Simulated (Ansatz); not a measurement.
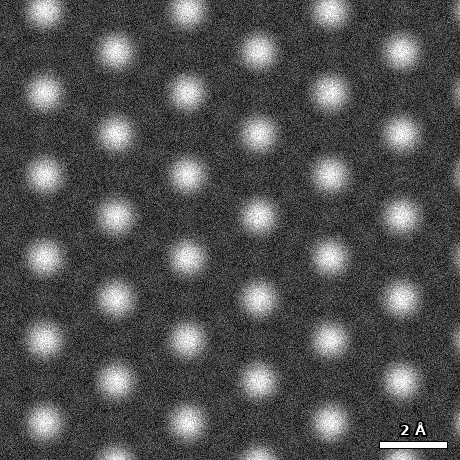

HRTEM-like image of Ta (Fd-3m, No. 227) along [111]. Simulated in the weak-phase-object approximation with neutral-atom potentials: 300 kV, Cs = −40 µm, defocus +106 Å (negative is underfocus), defocus spread 15 Å, aperture 1.15 1/Å. Shot noise was added. Model: the input geometry of an electronic-structure calculation (not necessarily at equilibrium); the starting structure was generated, so it need not be a known form of this composition.

Question: Do the atom columns appear dark or bright, and why?

Answer: Bright. With negative Cs and overfocus sin χ is positive over the pass band, so the strongest columns (Ta) come out brighter than the background.

Question: What point resolution do these settings give, and which lattice spacings pass?

Answer: About 0.9 Å (0.66 |Cs|^(1/4) λ^(3/4) with λ = 0.0197 Å). The spacings that carry visible contrast are {220} at 2.17 Å, {422} at 1.25 Å, {440} at 1.09 Å.
